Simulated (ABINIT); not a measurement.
**Pt: single-point calculation at one volume of an equation of state**

Pt (Fm-3m, 1 atom in the cell), computed with Kohn-Sham DFT of a periodic cell, AM05 with D4, JTH PAW PBE v2.0, no spin polarisation (ABINIT 10.8.3).

The structure derives from an entry of the Crystallography Open Database.

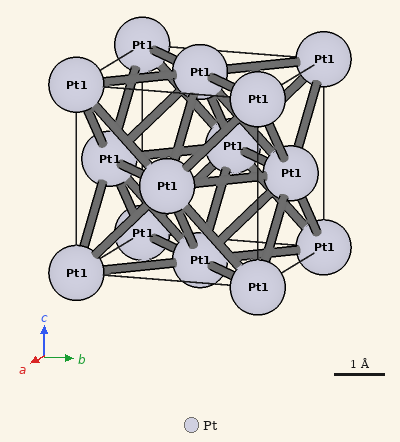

The input geometry (ball-and-stick view of the cell 4 times as large as that of the calculation, set on its symmetry axes, seen slightly off an axis; atoms are numbered from 1 in the order of the input).

**Input**
```python
import json, os
import numpy as np
from ase.eos import EquationOfState
from ase.units import GPa
from ase.calculators.mixing import SumCalculator
from dftd4.ase import DFTD4
from ase.calculators.abinit import Abinit, AbinitProfile
from ase import Atoms

atoms = Atoms(['Pt'],
              cell=[[0.0, 1.9609, 1.9609], [1.9609, 0.0, 1.9609], [1.9609, 1.9609, 0.0]],
              scaled_positions=[[0.0, 0.0, 0.0]],
              pbc=True)

profile = AbinitProfile(command='abinit', pp_paths=[os.path.abspath('pseudos')])
params = dict(
    pps='pawxml', xc='PBE',
    ecut=435.3822,
    pawecutdg=870.7644,
    kptopt=1,
    ngkpt=[12, 12, 12],
    nshiftk=1,
    shiftk=[0.0, 0.0, 0.0],
    ixc=-120135,
    nband=9,
    occopt=3,
    tsmear=0.05,
    nstep=100,
    tolvrs=1e-09,
    prtwf=0,
    prtden=0,
)

cell0 = atoms.cell.copy()
volumes, energies = [], []
for i, x in enumerate([0.94, 0.96, 0.98, 1.0, 1.02, 1.04, 1.06]):
    atoms.set_cell(cell0 * x ** (1 / 3), scale_atoms=True)
    atoms.calc = SumCalculator([Abinit(profile=profile, directory=f'v{i}', **params), DFTD4(method='am05')])
    volumes.append(atoms.get_volume() / len(atoms))
    dft, disp = atoms.calc.mixer.calcs
    energies.append((dft.get_property('free_energy', atoms) + disp.get_property('energy', atoms)) / len(atoms))
    print(f'{x:5.2f} {volumes[-1]:10.5f} A^3/atom {energies[-1]:14.6f} eV/atom', flush=True)
    json.dump(dict(volumes=volumes, energies=energies), open('results.json', 'w'))
v0, e0, b0 = EquationOfState(volumes, energies, eos='birchmurnaghan').fit()
print(f'V0 {v0:.4f} A^3/atom  E0 {e0:.6f} eV/atom  B0 {b0 / GPa:.2f} GPa')
```

**File abinit.in**
```
ecut 435.3822 eV
ixc -120135
kptopt 1
natom 1
nband 9
ngkpt
12 12 12
nshiftk 1
nsppol 1
nstep 100
occopt 3
pawecutdg 870.7644 eV
prtden 0
prtwf 0
shiftk
0.0 0.0 0.0
tolvrs 1e-09
tsmear 0.05 eV
#Definition of the unit cell
acell
1.00000000000000 1.00000000000000 1.00000000000000 Angstrom
rprim
0.00000000000000 1.99935878348772 1.99935878348772
1.99935878348772 0.00000000000000 1.99935878348772
1.99935878348772 1.99935878348772 0.00000000000000
chkprim 0 # Allow non-primitive cells
#Definition of the atom types
ntypat 1
znucl 78
#Enumerate different atomic species
typat
 1
pseudos "./pseudos/Pt.GGA_PBE-JTH.xml"
#Definition of the atoms
xcart
0.00000000000000 0.00000000000000 0.00000000000000
chkexit 1 # abinit.exit file in the running directory terminates after the current SCF
```

Hardware: 1 thread of Arm Neoverse V1, 24 GiB of memory available, shared host.

Command:
```bash
python run.py
```

**What the program printed**
```
0.94   14.17504 A^3/atom    -736.934873 eV/atom
 0.96   14.47663 A^3/atom    -736.955375 eV/atom
 0.98   14.77823 A^3/atom    -736.962210 eV/atom
 1.00   15.07983 A^3/atom    -736.957509 eV/atom
 1.02   15.38142 A^3/atom    -736.942276 eV/atom
 1.04   15.68302 A^3/atom    -736.918212 eV/atom
 1.06   15.98462 A^3/atom    -736.885992 eV/atom
V0 14.7995 A^3/atom  E0 -736.962309 eV/atom  B0 303.90 GPa
```

**Results in brief**

| quantity | value |
| --- | --- |
| outcome | converged |
| space group (tolerance 0.01 Å) | Fm-3m (225) |
| wall time | 2.3 min |
| peak memory | 0.11 GiB |

**Notes**

Spin–orbit coupling is left out, which matters for Pt.
